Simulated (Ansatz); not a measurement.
System: AlCo, space group Pm-3m (No. 221) (one of a set of cubic test structures, which need not be the stable phase).

Computed with Ansatz 0.2.0 development build: equation of state of a cubic crystal from periodic Kohn-Sham density functional theory without spin, third-order Birch-Murnaghan fit to the free energies; pressure corrected for the finite basis. Level: HSE06.

structure type CsCl; atoms in cell 2; space group number 221; lattice centring simple cubic; k mesh 4×4×4; occupation method Fermi–Dirac; occupation width 0.1 eV; wave cutoff 900 eV; datasets hand-made PAW; density tolerance 0 eV; bands 18; density cutoff ratio 4; search for lower states default; exchange singularity regularized.

Predict the energy above the lowest point and pressure against volume. The volume takes the values 10.65, 11.00, 11.34, 11.69, 12.04 Å³/atom.

A third-order Birch–Murnaghan fit gives V0 = 11.18 Å³/atom, B0 = 202 GPa and B′ = 4.2. The energy above the lowest point is 16.0 meV/atom at volume 10.65 Å³/atom and 34.8 meV/atom at 12.04 Å³/atom; the lowest computed point is at volume 11.34 Å³/atom (0.0 meV/atom), and no other minimum shows among the points. The pressure falls from 10.9 GPa at volume 10.65 Å³/atom to −12.7 GPa at 12.04 Å³/atom, and changes sign near 11.19 Å³/atom.

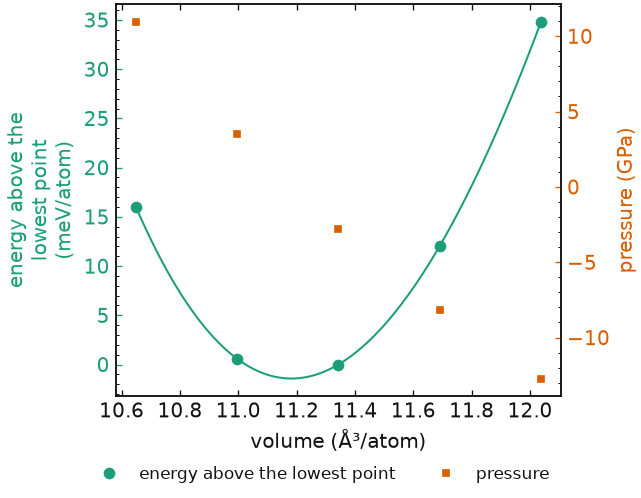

Caveats: coarse k-mesh, values are not converged in k; run without spin, though Co often carries a moment.
